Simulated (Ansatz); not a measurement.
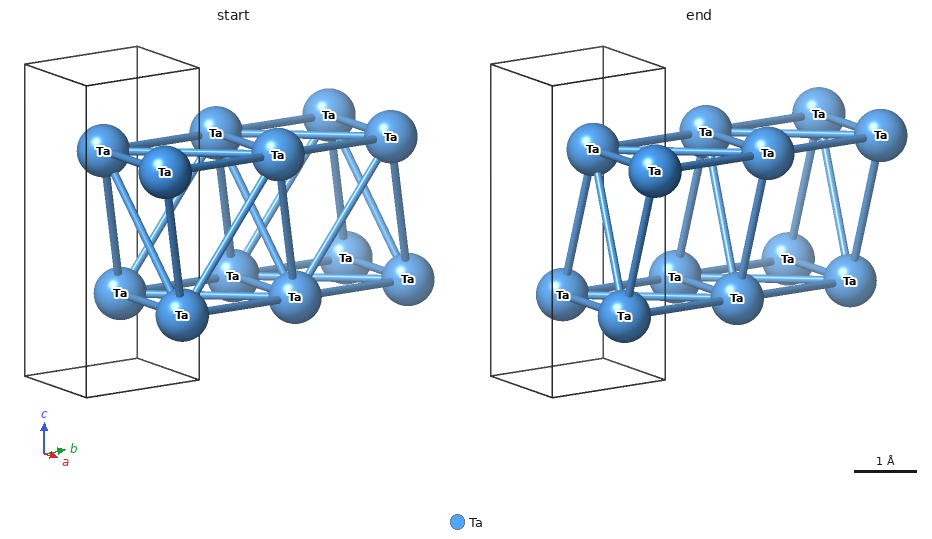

The structure of crystalline Ta (set up in P6_3/mmc) before (left) and after (right) a relaxation, at one scale.

The picture is a ball-and-stick view of the cell of the calculation, repeated 2 × 3 × 1 with one cell outlined, seen slightly off an axis.

Computed with Ansatz 0.2.0, DFT PBEsol, scalar-relativistic, plane waves, PAW. Settings: plane-wave cutoff 420 eV; k-point mesh 12 × 12 × 8; occupations gaussian; smearing width 0.15 eV; no spin polarisation.

Question: Summarise the run.

Answer: The largest moves, 0.41 Å, are those of Ta atoms. The cell doesn't change. Near-neighbour distances that change, for instance: Ta–Ta 3.037 → 3.553 Å, Ta–Ta 3.037 → 2.921 Å. The space group (tolerance 0.01 Å) goes from P6_3/mmc (No. 194) to Fmmm (No. 69).
